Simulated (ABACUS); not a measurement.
# AgBr: single-point calculation (part 2 of 2)

AgBr (Fm-3m, 2 atoms in the cell); Kohn-Sham DFT of a periodic cell, PBE, PseudoDojo NC SR 0.4.1 PBE standard, no spin polarisation (ABACUS 3.10.1); cutoff 1360.57 eV, 8×8×8 k-mesh, fermi-dirac of 0.05 eV. The structure derives from an entry of the Crystallography Open Database.

## What the program printed, continued
```
 LCAO ALGORITHM --------------- ION=   1  ELEC=   4--------------------------------

 Density error is 0.000913524906172
----------------------------------------------------------
     Energy           Rydberg                 eV
----------------------------------------------------------
 E_KohnSham     -341.5429965869      -4646.9308655769
 E_Harris       -341.5078402965      -4646.4525397065
 E_Fermi        0.6401479850         8.7096601593
----------------------------------------------------------

 LCAO ALGORITHM --------------- ION=   1  ELEC=   5--------------------------------

 Density error is 6.77749675987e-05
----------------------------------------------------------
     Energy           Rydberg                 eV
----------------------------------------------------------
 E_KohnSham     -341.5429979593      -4646.9308842494
 E_Harris       -341.5435125576      -4646.9378857180
 E_Fermi        0.6404752526         8.7141128628
----------------------------------------------------------

 LCAO ALGORITHM --------------- ION=   1  ELEC=   6--------------------------------

 Density error is 6.31038538079e-06
----------------------------------------------------------
     Energy           Rydberg                 eV
----------------------------------------------------------
 E_KohnSham     -341.5429979631      -4646.9308843011
 E_Harris       -341.5421644138      -4646.9195432802
 E_Fermi        0.6404934226         8.7143600786
----------------------------------------------------------

 LCAO ALGORITHM --------------- ION=   1  ELEC=   7--------------------------------

 Density error is 2.28847662666e-06
----------------------------------------------------------
     Energy           Rydberg                 eV
----------------------------------------------------------
 E_KohnSham     -341.5429979637      -4646.9308843090
 E_Harris       -341.5431431548      -4646.9328597346
 E_Fermi        0.6405024726         8.7144832110
----------------------------------------------------------

 LCAO ALGORITHM --------------- ION=   1  ELEC=   8--------------------------------

 Density error is 5.74516454844e-08
----------------------------------------------------------
     Energy           Rydberg                 eV
----------------------------------------------------------
 E_KohnSham     -341.5429979637      -4646.9308843090
 E_KS(sigma->0) -341.5429976347      -4646.9308798331
 E_Harris       -341.5429933737      -4646.9308218582
 E_band         -26.4830036527       -360.3197498317
 E_one_elec     -189.2460087003      -2574.8240420816
 E_Hartree      104.4651029810       1421.3206426985
 E_xc           -56.7488699323       -772.1079861405
 E_Ewald        -200.0132216542      -2721.3194898336
 E_entropy(-TS) -0.0000006579        -0.0000089518
 E_descf        0.0000000000         0.0000000000
 E_exx          0.0000000000         0.0000000000
 E_Fermi        0.6405026664         8.7144858476
----------------------------------------------------------

 charge density convergence is achieved
 final etot is -4646.9308843 eV
 EFERMI = 8.7144858476 eV

 STATE ENERGY(eV) AND OCCUPATIONS    NSPIN == 1
 1/29 kpoint (Cartesian) = 0.0000 0.0000 0.0000 (1332 pws)
       1       -81.8667     0.00390625
       2       -45.3898     0.00390625
       3       -45.3898     0.00390625
       4       -45.3898     0.00390625
       5       -6.82670     0.00390625
       6        5.47071     0.00390625
       7        5.47071     0.00390625
       8        5.47071     0.00390625
       9        5.47390     0.00390625
      10        5.47390     0.00390625
      11        6.32281     0.00390625
      12        6.32281     0.00390625
      13        6.32281     0.00390625
      14        9.01196    1.01579e-05
      15        18.4910    4.71778e-88
      16        18.4910    4.71778e-88
      17        18.4910    4.71778e-88

 2/29 kpoint (Cartesian) = 0.021776 0.021776 0.021776 (1341 pws)
       1       -81.8667      0.0312500
       2       -45.3901      0.0312500
       3       -45.3898      0.0312500
       4       -45.3898      0.0312500
       5       -6.76588      0.0312500
       6        5.07113      0.0312500
       7        5.07113      0.0312500
       8        5.11267      0.0312500
       9        5.51492      0.0312500
      10        5.51492      0.0312500
      11        5.98492      0.0312500
      12        6.79582      0.0312500
      13        6.79582      0.0312500
      14        9.85640    3.76962e-12
      15        17.3874    1.45590e-77
      16        18.0807    1.38430e-83
      17        18.0807    1.38430e-83

 3/29 kpoint (Cartesian) = 0.043552 0.043552 0.043552 (1335 pws)
       1       -81.8667      0.0312500
       2       -45.3907      0.0312500
       3       -45.3899      0.0312500
       4       -45.3899      0.0312500
       5       -6.61258      0.0312500
       6        4.10598      0.0312500
       7        4.55541      0.0312500
       8        4.55541      0.0312500
       9        5.62360      0.0312500
      10        5.62360      0.0312500
      11        5.95843      0.0312500
      12        7.49559      0.0312500
      13        7.49559      0.0312500
      14        11.2452    3.26235e-24
      15        15.8800    1.80339e-64
      16        16.6776    2.12717e-71
      17        16.6776    2.12717e-71

 4/29 kpoint (Cartesian) = 0.065328 0.065328 0.065328 (1332 pws)
       1       -81.8667      0.0312500
       2       -45.3913      0.0312500
       3       -45.3900      0.0312500
       4       -45.3900      0.0312500
       5       -6.44883      0.0312500
       6        3.28955      0.0312500
       7        4.21046      0.0312500
       8        4.21046      0.0312500
       9        5.73633      0.0312500
      10        5.73633      0.0312500
      11        6.06675      0.0312500
      12        8.05151      0.0312499
      13        8.05151      0.0312499
      14        12.2076    1.42528e-32
      15        15.0468    3.11267e-57
      16        15.5722    8.50728e-62
      17        15.5722    8.50728e-62

 5/29 kpoint (Cartesian) = 0.087103 0.087103 0.087103 (1329 pws)
       1       -81.8667      0.0156250
       2       -45.3915      0.0156250
       3       -45.3901      0.0156250
       4       -45.3901      0.0156250
       5       -6.37744      0.0156250
       6        2.98815      0.0156250
       7        4.09082      0.0156250
       8        4.09082      0.0156250
       9        5.78429      0.0156250
      10        5.78429      0.0156250
      11        6.12526      0.0156250
      12        8.26979      0.0156229
      13        8.26979      0.0156229
      14        12.5080    1.75372e-35
      15        14.8951    3.23147e-56
      16        15.1612    1.57827e-58
      17        15.1612    1.57827e-58

 6/29 kpoint (Cartesian) = 0.0000 0.0000 0.043552 (1338 pws)
       1       -81.8667      0.0234375
       2       -45.3900      0.0234375
       3       -45.3899      0.0234375
       4       -45.3899      0.0234375
       5       -6.74766      0.0234375
       6        4.60997      0.0234375
       7        5.34454      0.0234375
       8        5.34454      0.0234375
       9        5.43091      0.0234375
      10        5.49752      0.0234375
      11        6.41310      0.0234375
      12        6.41310      0.0234375
      13        6.56197      0.0234375
      14        10.1922    3.42371e-15
      15        17.2189    3.17282e-76
      16        17.8789    5.87717e-82
      17        18.0454    2.10022e-83

[... levels at 23 further k points ...]

 correction force for each atom along direction 1 is 3.26371e-14
 correction force for each atom along direction 2 is 3.78254e-14
 correction force for each atom along direction 3 is 6.65223e-15
------------------------------------------------------------------------------------------
 TOTAL-FORCE (eV/Angstrom)
------------------------------------------------------------------------------------------
                       Ag1         0.0000000000         0.0000000000         0.0000000000
                       Br1         0.0000000000         0.0000000000         0.0000000000
------------------------------------------------------------------------------------------

----------------------------------------------------------------
 TOTAL-STRESS (KBAR)
----------------------------------------------------------------
        29.3269858561        -0.0000000000         0.0000000000
        -0.0000000000        29.3269858561         0.0000000000
         0.0000000000        -0.0000000000        29.3269858561
----------------------------------------------------------------
 TOTAL-PRESSURE: 29.326986 KBAR

 --------------------------------------------
 !FINAL_ETOT_IS -4646.9308843089811489 eV
 --------------------------------------------
```

## File mulliken.txt
```
 0
CALCULATE THE MULLIkEN ANALYSIS FOR EACH ATOM
 Total charge:	26
Decomposed Mulliken populations
0                             Zeta of Ag              Spin 1
s                                      0              2.0000
s                                      1              0.3876
s                                      2             -0.0260
SUM OVER M+Zeta                                       2.3616

pz                                     0              1.9999
px                                     0              2.0000
py                                     0              1.9999
SUM OVER M                                            5.9997
pz                                     1              0.0986
px                                     1              0.0988
py                                     1              0.0717
SUM OVER M                                            0.2690
SUM OVER M+Zeta                                       6.2687

dz^2                                   0              1.9773
dxz                                    0              1.9925
dyz                                    0              1.9920
dx^2-y^2                               0              1.9630
dxy                                    0              1.9726
SUM OVER M                                            9.8974
dz^2                                   1              0.0280
dxz                                    1              0.0092
dyz                                    1              0.0095
dx^2-y^2                               1              0.0197
dxy                                    1              0.0123
SUM OVER M                                            0.0786
SUM OVER M+Zeta                                       9.9760

fz^3                                   0              0.0073
fxz^2                                  0              0.0032
fyz^2                                  0              0.0035
fzx^2-zy^2                             0              0.0015
fxyz                                   0              0.0006
fx^3-3*xy^2                            0              0.0124
f3yx^2-y^3                             0              0.0126
SUM OVER M                                            0.0410
SUM OVER M+Zeta                                       0.0410

SUM OVER M+Zeta+L                                    18.6474

Total Charge on atom:                 Ag             18.6474


1                             Zeta of Br              Spin 1
s                                      0              1.9648
s                                      1              0.0291
SUM OVER M+Zeta                                       1.9939

pz                                     0              1.6987
px                                     0              1.7793
py                                     0              1.7648
SUM OVER M                                            5.2429
pz                                     1              0.0068
px                                     1              0.0026
py                                     1              0.0002
SUM OVER M                                            0.0095
SUM OVER M+Zeta                                       5.2524

dz^2                                   0              0.0244
dxz                                    0              0.0105
dyz                                    0              0.0094
dx^2-y^2                               0              0.0357
dxy                                    0              0.0263
SUM OVER M                                            0.1063
SUM OVER M+Zeta                                       0.1063

SUM OVER M+Zeta+L                                     7.3526

Total Charge on atom:                 Br              7.3526
```

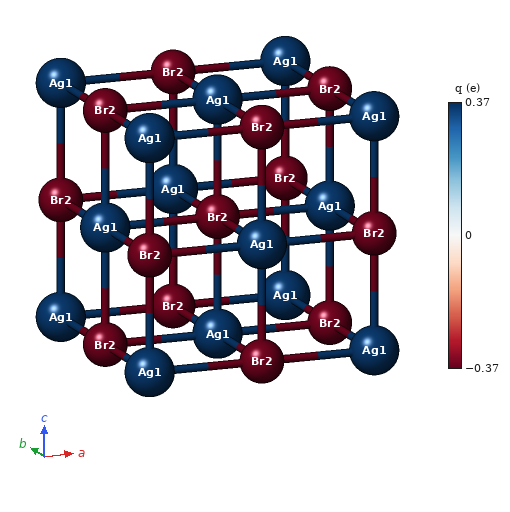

Fig. 1: Mulliken charges, as the colour of each atom (ball-and-stick view of the cell 4 times as large as that of the calculation, set on its symmetry axes, seen slightly off an axis; atoms are numbered from 1 in the order of the input). By element: Ag +0.35 and Br −0.35 e.

This output came from the following input.

## Input file
```
INPUT_PARAMETERS
suffix              AgBr
calculation         scf
basis_type          lcao
pseudo_dir          ./
orbital_dir         ./
symmetry            1
dft_functional      pbe
ecutwfc             100
pseudo_rcut         10
nspin               1
nbands              17
ks_solver           genelpa
smearing_method     fd
smearing_sigma      0.00367493
scf_thr             1e-07
scf_nmax            100
mixing_type         broyden
mixing_beta         0.7
cal_force           1
cal_stress          1
out_mul             1
```

## File STRU
```
ATOMIC_SPECIES
Ag 107.8682 Ag.upf
Br 79.9040 Br.upf

NUMERICAL_ORBITAL
Ag_confined-atom_7au_3s2p2d1f.orb
Br_confined-atom_7au_2s2p1d.orb

LATTICE_CONSTANT
1.8897261246

LATTICE_VECTORS
0.0000000000 2.8701500000 2.8701500000
2.8701500000 0.0000000000 2.8701500000
2.8701500000 2.8701500000 0.0000000000

ATOMIC_POSITIONS
Direct

Ag
0.0
1
0.0000000000 0.0000000000 0.0000000000 1 1 1

Br
0.0
1
0.5000000000 0.5000000000 0.5000000000 1 1 1
```

## File KPT
```
K_POINTS
0
Gamma
8 8 8 0 0 0
```

Launched with:
```bash
OMP_NUM_THREADS=1 mpirun -np 4 abacus > log
```

## Results in brief

| quantity | value |
| --- | --- |
| outcome | converged |
| space group (tolerance 0.01 Å) | Fm-3m (225) |
| electrons treated | 26 |
| free energy | −4646.9309 eV |
| Fermi energy | 8.714 eV |
| gap on the k-point mesh | 0.74 eV |
| pressure | 2.93 GPa |
| largest force (length of the vector) | under 0.001 eV/Å |
| hardware | 4 threads of Intel Xeon @ 2.60GHz (Ice Lake), 24 GiB of memory available, shared host |
| wall time | 4.2 s (CPU time 16 s) |
| peak memory | 0.4 GiB |

## Notes

Points of doubt noted for this run: home made orbitals.
